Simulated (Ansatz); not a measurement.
# What a change does: single-point calculation on C

System: C (4 atoms in the cell).
Method of the first run: DFT PBE, scalar-relativistic, plane waves, PAW, PAW set soft_1, no spin polarisation (Ansatz 0.2.0).

The structure derives from an entry of the Crystallography Open Database. Text and figures count atoms from 1; the logs count them from 0 in places.

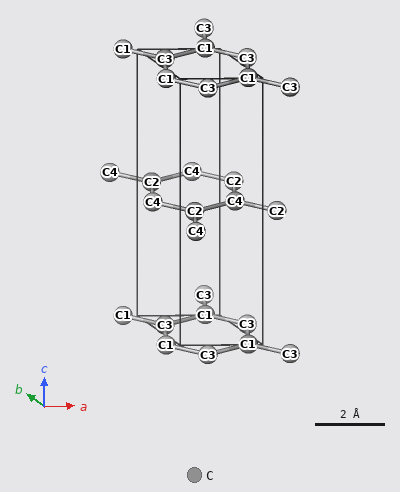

The structure (ball-and-stick view of the cell of the calculation, seen at an oblique angle; neighbours outside the cell are drawn fainter; atoms are numbered from 1 in the order of the input). An atom can appear more than once, as a periodic image.

## The input, the first run
```yaml
crystal:
  lattice:
    - [2.4090531405, 0.0, 0.0]
    - [-1.2045265702, 2.1360716891, 0.0]
    - [0.0, 0.0, 8.5653080463]
  atoms:
    - { symbol: C, position: [-0.1731148902, 0.0, 0.0025] }
    - { symbol: C, position: [0.1731148902, 0.0, 0.5025] }
    - { symbol: C, position: [0.1602151513, 0.6666666667, 0.0025] }
    - { symbol: C, position: [0.8397848487, 0.3333333333, 0.5025] }
basis:
  ecutwfc: 520.0
kpoints:
  mp_grid: { grid: [18, 18, 6] }
hamiltonian:
  xc: pbe
  pseudopotentials: { kind: paw, azcp: { folder: soft_1 } }
scf:
  occupations: { method: gaussian, width: 0.15 }
output:
  forces: true
  stress: true
  eigenvalues: true
```

Command:
```bash
ansatz run input.yaml --threads 2 --pin off --max-ram 4096MiB --backend cpu --events-out ev --progress --plain --runs-dir out
```

Hardware: 2 threads of Arm Neoverse N1, 98 GiB of memory available, shared host.

## Output, shortened to warnings, some set-up lines, iterations and results (the first run)
```
Basis set: ecut = 520 eV, 1193 PW (Γ), exchange–correlation on 36×40×128 points (8 copies of the dense FFT grid, shifted against one another)
Symmetry: 4 space group operations
k-points: 656 of 1944
Initial density: superposition of atomic densities (chi_scale 0.1, normalization cell)
[...]
SCF iter   1: F=—  HF=-1006.253833 eV  |F-HF|=—  |Δ(HF+E_count)|=         —  Δρ=1.20e-1  dr2=5.80e0  ethr=3.10e-3  ⟨swp⟩=5.5  Hψ=47324  notcnv=0
SCF iter   2: F=—  HF=-1003.852802 eV  |F-HF|=—  |Δ(HF+E_count)|=    2.40e0  Δρ=4.21e-2  dr2=4.68e-1  ethr=3.10e-3  ⟨swp⟩=3.0  Hψ=23592  notcnv=0
SCF iter   3: F=—  HF=-1003.711658 eV  |F-HF|=—  |Δ(HF+E_count)|=   1.41e-1  Δρ=8.41e-3  dr2=9.79e-3  ethr=2.93e-3  ⟨swp⟩=3.1  Hψ=20242  notcnv=0
SCF iter   4: F=—  HF=-1003.713506 eV  |F-HF|=—  |Δ(HF+E_count)|=   1.85e-3  Δρ=3.68e-4  dr2=9.89e-5  ethr=6.12e-5  ⟨swp⟩=2.1  Hψ=11742  notcnv=0
SCF iter   5: F=—  HF=-1003.713507 eV  |F-HF|=—  |Δ(HF+E_count)|=   5.57e-7  Δρ=2.16e-4  dr2=1.70e-5  ethr=6.18e-7  ⟨swp⟩=2.0  Hψ=13130  notcnv=0
SCF iter   6: F=—  HF=-1003.713503 eV  |F-HF|=—  |Δ(HF+E_count)|=   3.81e-6  Δρ=6.21e-5  dr2=6.76e-7  ethr=1.07e-7  ⟨swp⟩=2.2  Hψ=12850  notcnv=0
SCF iter   7: F=-1003.713504 eV  HF=-1003.713504 eV  |F-HF|=8.20e-9  |Δ(HF+E_count)|=   6.18e-7  Δρ=8.82e-6  dr2=1.75e-8  ethr=6.25e-10  ⟨swp⟩=7.3  Hψ=48939  notcnv=0
SCF 1 converged in 7 iterations: F = -1003.713504 eV  dr2 = 1.75e-8
SCF converged after 7 iterations
Free energy (F): -1003.713504 eV
Harris-Foulkes:  -1003.713504 eV  (|F-HF|=8.20e-9)
Internal energy: -1003.712757 eV  (E = F + TS)
E sigma→0 (E₀):  -1003.713130 eV
Entropy (-TS):   -0.000747 eV (-0.187 meV/atom)
Fermi energy:    4.807375 eV
--- Per-component energies (eV) ---
  E_band       = -71.477570
  E_kinetic    = 357.836082
  E_local      = -903.965344  (includes V_loc(G=0)·N_el)
  E_nonlocal   = 94.584668
  E_hartree    = 322.205167
  E_xc         = -188.741641
  E_vxc        = -232.459558  (∫ρ·V_xc dr)
  E_paw        = -400.843669  (= ΣΔE_a)
  E_vpaw       = -31.884977  (= ΣTr[D̂ρ^β])
  E_aug_tail   = 0.000000  (compensation charges beyond the density's cutoff)
  E_ewald      = -284.788020
  E_smearing   = -0.000747  (= −TS)
  E_closure    = 0.000000  (closes the sum)
  Σ components = -1003.713504   (vs F -1003.713504, Δ=0.00e0)
--- Forces (eV/Å), atoms counted from 1 ---
  atom   1  C      0.00158841     0.28374673     0.00000000
  atom   2  C     -0.00158841    -0.28374673    -0.00000000
  atom   3  C     -0.00082650    -0.28538251    -0.00000000
  atom   4  C      0.00082650     0.28538251     0.00000000
  max |Σ_I F_I| component: 5.55e-17 eV/Å
--- Stress (GPa, compression-positive) ---
       20.783409       0.004353       0.000000
        0.004353       3.566059       0.000000
        0.000000       0.000000       0.068352
  P = ⅓ Tr σ = 8.1393 GPa (81.393 kbar)
```

The input of the second run differs as follows (lines with − go, lines with + come):
```diff
+  symmetry: { detect: false }
+  xc_grid: 3
-  mp_grid: { grid: [18, 18, 6] }
+  mp_grid: { grid: [12, 12, 4] }
```

Predict how the results change.

The free energy of the second run is 1.4 meV per atom higher, the joint effect of these numerical settings, which can't be told apart here. The largest force goes from 0.285 to 0.217 eV/Å. The number of SCF iterations is the same. The irreducible k-points go from 656 to 292.

## Output, shortened to warnings, some set-up lines, iterations and results (the second run)
```
Basis set: ecut = 520 eV, 1193 PW (Γ), exchange–correlation on 54×60×192 points (27 copies of the dense FFT grid, shifted against one another)
Symmetry: 1 space group operations
k-points: 292 of 576 (time reversal used)
Initial density: superposition of atomic densities (chi_scale 0.1, normalization cell)
[...]
SCF iter   1: F=—  HF=-1006.248617 eV  |F-HF|=—  |Δ(HF+E_count)|=         —  Δρ=1.20e-1  dr2=5.80e0  ethr=3.10e-3  ⟨swp⟩=5.5  Hψ=21057  notcnv=0
SCF iter   2: F=—  HF=-1003.846994 eV  |F-HF|=—  |Δ(HF+E_count)|=    2.40e0  Δρ=4.21e-2  dr2=4.69e-1  ethr=3.10e-3  ⟨swp⟩=3.0  Hψ=10494  notcnv=0
SCF iter   3: F=—  HF=-1003.707234 eV  |F-HF|=—  |Δ(HF+E_count)|=   1.40e-1  Δρ=2.98e-3  dr2=1.40e-3  ethr=2.93e-3  ⟨swp⟩=3.1  Hψ=9034  notcnv=0
SCF iter   4: F=—  HF=-1003.707703 eV  |F-HF|=—  |Δ(HF+E_count)|=   4.69e-4  Δρ=2.30e-4  dr2=2.21e-5  ethr=8.74e-6  ⟨swp⟩=2.5  Hψ=5826  notcnv=0
SCF iter   5: F=—  HF=-1003.707733 eV  |F-HF|=—  |Δ(HF+E_count)|=   2.95e-5  Δρ=1.94e-4  dr2=1.39e-5  ethr=1.38e-7  ⟨swp⟩=2.0  Hψ=5842  notcnv=0
SCF iter   6: F=—  HF=-1003.707729 eV  |F-HF|=—  |Δ(HF+E_count)|=   3.48e-6  Δρ=2.71e-5  dr2=1.10e-7  ethr=8.67e-8  ⟨swp⟩=2.3  Hψ=5505  notcnv=0
SCF iter   7: F=-1003.707729 eV  HF=-1003.707729 eV  |F-HF|=1.06e-9  |Δ(HF+E_count)|=   1.89e-7  Δρ=2.90e-6  dr2=2.28e-9  ethr=6.25e-10  ⟨swp⟩=6.9  Hψ=20472  notcnv=0
SCF 1 converged in 7 iterations: F = -1003.707729 eV  dr2 = 2.28e-9
SCF converged after 7 iterations
Free energy (F): -1003.707729 eV
Harris-Foulkes:  -1003.707729 eV  (|F-HF|=1.06e-9)
Internal energy: -1003.706039 eV  (E = F + TS)
E sigma→0 (E₀):  -1003.706884 eV
Entropy (-TS):   -0.001690 eV (-0.423 meV/atom)
Fermi energy:    4.807348 eV
--- Per-component energies (eV) ---
  E_band       = -71.472474
  E_kinetic    = 357.843168
  E_local      = -903.966942  (includes V_loc(G=0)·N_el)
  E_nonlocal   = 94.586020
  E_hartree    = 322.205216
  E_xc         = -188.741339
  E_vxc        = -232.459096  (∫ρ·V_xc dr)
  E_paw        = -400.844143  (= ΣΔE_a)
  E_vpaw       = -31.885516  (= ΣTr[D̂ρ^β])
  E_aug_tail   = 0.000000  (compensation charges beyond the density's cutoff)
  E_ewald      = -284.788020
  E_smearing   = -0.001690  (= −TS)
  E_closure    = 0.000000  (closes the sum)
  Σ components = -1003.707729   (vs F -1003.707729, Δ=0.00e0)
--- Forces (eV/Å), atoms counted from 1 ---
  atom   1  C      0.00319934     0.21501675     0.00000987
  atom   2  C     -0.00319931    -0.21501690     0.00001271
  atom   3  C     -0.00256160    -0.21657803     0.00000963
  atom   4  C      0.00256148     0.21657825     0.00001271
  max |Σ_I F_I| component: 4.49e-5 eV/Å
--- Stress (GPa, compression-positive) ---
       20.343078       0.016039      -0.000000
        0.016039       4.073418      -0.000000
       -0.000000      -0.000000       0.053530
  P = ⅓ Tr σ = 8.1567 GPa (81.567 kbar)
```

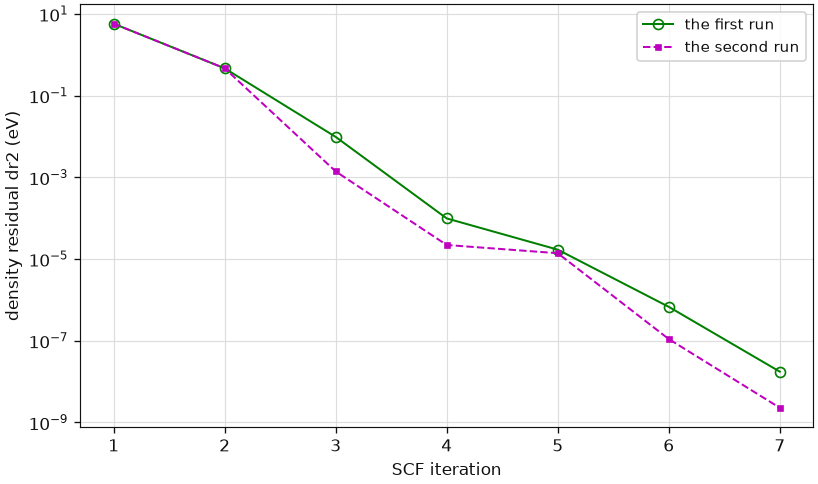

Convergence of the two runs: density residual dr2 against the SCF iteration. The first run takes 7 iterations in all, and the second run takes 7.

## The two runs side by side

| quantity | the first run | the second run |
| --- | --- | --- |
| outcome | converged | converged |
| free energy per atom (eV) | −250.9284 | −250.9269 |
| energy per atom, smearing taken to zero (eV) | −250.9283 | −250.9267 |
| pressure (GPa) | 8.14 | 8.16 |
| largest force (eV/Å) | 0.285 | 0.217 |
| SCF iterations | 7 | 7 |
| irreducible k-points | 656 | 292 |
| plane waves at Γ | 1193 | 1193 |
| wall time (shared host) | 24 s | 19 s |

For the second run: These settings are looser than, or depart from, a standard set-up, so the numbers are not reference values for this system. So coarse a mesh can miss the band edges, so the true gap of this method can be much smaller, or zero.
